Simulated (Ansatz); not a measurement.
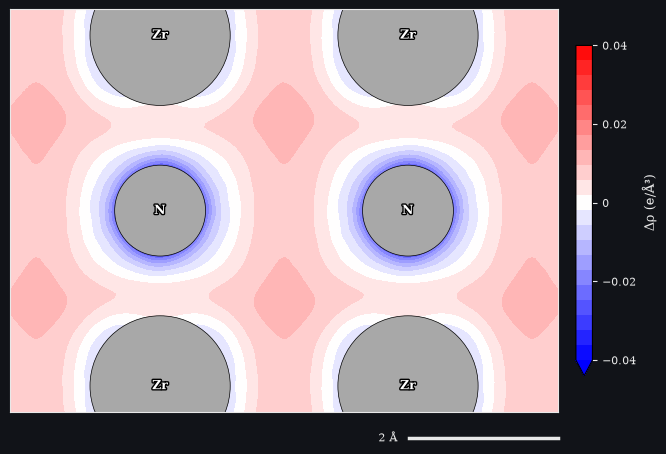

ZrN. Difference of the valence pseudo-densities of two functionals at the same geometry, on the (011̄) plane of the calculation cell: PBEsol less BLYP.

Both computed with Ansatz (plane waves, PAW), on the same k-point mesh. Grey discs cover the atomic cores.

> Where does the change of functional move the electrons?

Against BLYP, PBEsol gives less density around N (−0.009 e/Å³ on average at 0.8 Å from the nucleus), more density in the space between the atoms (+0.006 e/Å³ on average) and a change of +0.005 e/Å³ at the midpoint of Zr–N.
